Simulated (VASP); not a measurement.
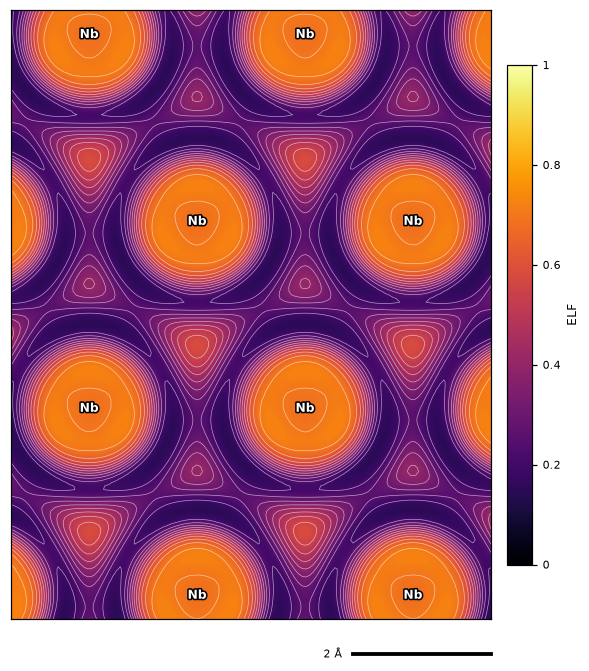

Figure 1: Nb. Electron localisation function on the (001) plane of the conventional cell.

Space group R-3m; a generated structure, not necessarily the stable one; computed pressure about −18 GPa in this cell.

These are results of Kohn-Sham DFT of a periodic cell, r2SCAN, VASP PAW PBE potentials, recommended in VASP, not measurements.

Core electrons are frozen (PAW), and the valence fields are smoothed inside the atomic spheres.

Q: What does the map show?

A: The plane passes through Nb nuclei.
Nb–Nb (3.12 Å): the ELF is about 0.25 at the midpoint: no localised pair shows between them.
The features right at Nb lie inside the PAW spheres, where the map follows smoothed inner orbitals and isn't to be read closely.
